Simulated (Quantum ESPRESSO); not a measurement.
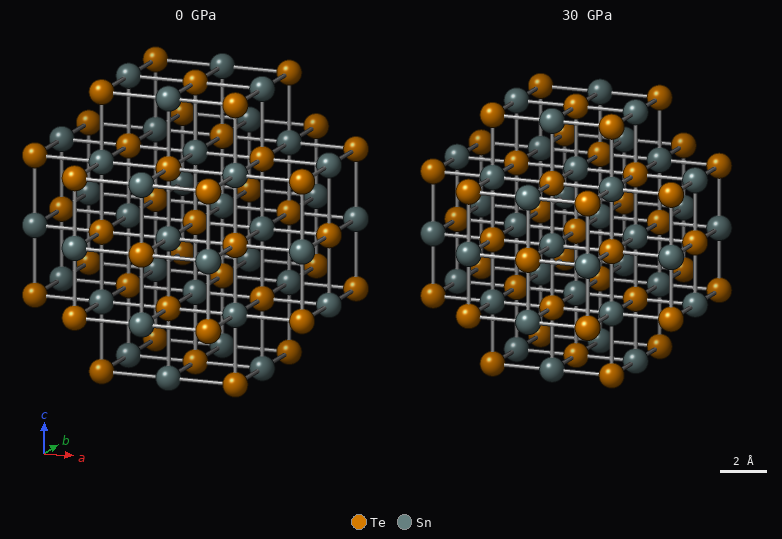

Solid SnTe (set up in Fm-3m), relaxed (cell and atoms) at several target pressures. The picture shows the first and the last member. The picture is a ball-and-stick view of the conventional cell (4 times the calculation's cell), seen slightly off an axis. Lengths and directions refer to the drawn axes.

Computed with Quantum ESPRESSO 7.5: PBE, SSSP 1.3 efficiency PBE. Set-up: plane-wave cutoff 938.8 eV; k-point mesh 7 × 7 × 7; occupations fermi-dirac; smearing width 0.05 eV; no spin polarisation.

```json
{"pressure (GPa)": "0", "volume (Å³/atom)": "32.774", "a (Å)": "6.400"}
{"pressure (GPa)": "2", "volume (Å³/atom)": "31.323", "a (Å)": "6.304"}
{"pressure (GPa)": "5", "volume (Å³/atom)": "29.661", "a (Å)": "6.191"}
{"pressure (GPa)": "10", "volume (Å³/atom)": "27.665", "a (Å)": "6.049"}
{"pressure (GPa)": "20", "volume (Å³/atom)": "?", "a (Å)": "?"}
{"pressure (GPa)": "30", "volume (Å³/atom)": "23.147", "a (Å)": "5.700"}
```

Estimate the missing row from the others, and compare with the calculation.

Murnaghan's form V = V₀(1 + B′P/B₀)^(−1/B′), with V₀ = 32.774 Å³ from the row at zero pressure, fits the other rows with B₀ = 41.5 GPa and B′ = 3.80 (largest miss 0.044 Å³). At 20 GPa it gives 32.774 × (1 + 3.80 × 20/41.5)^(−1/3.80) = 24.922 Å³ per atom. The calculation gives 25.026 Å³/atom (a = 5.850 Å). The estimate is 0.104 Å³/atom too low. From the first member to the last: Sn–Te 3.200 → 2.850 Å.

The whole series:

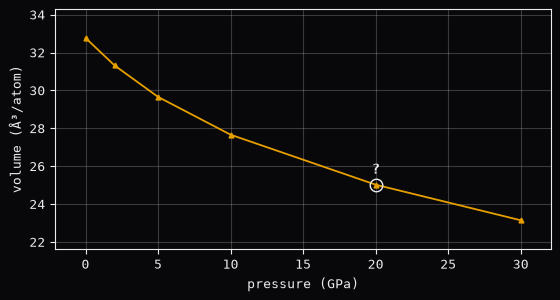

Each member starts from this one structure; whether another phase lies lower wasn't checked.
